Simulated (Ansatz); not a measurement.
System: NiO, space group Fm-3m (No. 225).

Starting cell:
```
Ni O
1.0
     0.00000    2.08590    2.08590
     2.08590    0.00000    2.08590
     2.08590    2.08590    0.00000
Ni O
1 1
Direct
  0.00000 0.00000 0.00000
  0.50000 0.50000 0.50000
```

Calculation (Ansatz 0.2.0): all-electron LAPW DFT, collinear spins; energies at scaled volumes of the given cell, shape and fractions fixed, counted from the fit's minimum, third-order Birch-Murnaghan fit. Level: PBEsol, collinear spin.

k mesh 11×11×11; occupations Fermi–Dirac; smearing width 0.05 eV; potentials all electron LAPW, scalar relativistic; program settings basis error eV/atom 0.0005.

Describe the result: the energy against volume. The volume takes the values 8.5312, 8.7127, 8.8942, 9.0757, 9.2572, 9.4388, 9.6203 Å³/atom.

A third-order Birch–Murnaghan fit gives V0 = 8.74 Å³/atom, B0 = 202 GPa and B′ = 5.8. The energy is 3.24 meV/atom at volume 8.5312 Å³/atom and 45.28 meV/atom at 9.6203 Å³/atom; the lowest computed point is at volume 8.7127 Å³/atom (0.00 meV/atom).

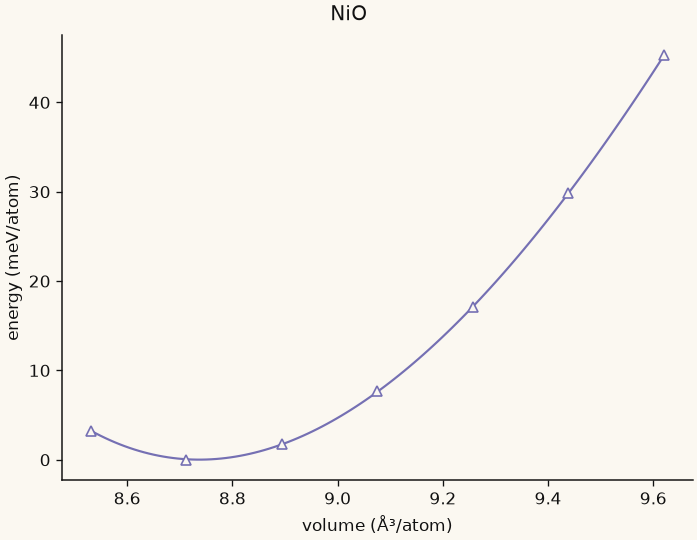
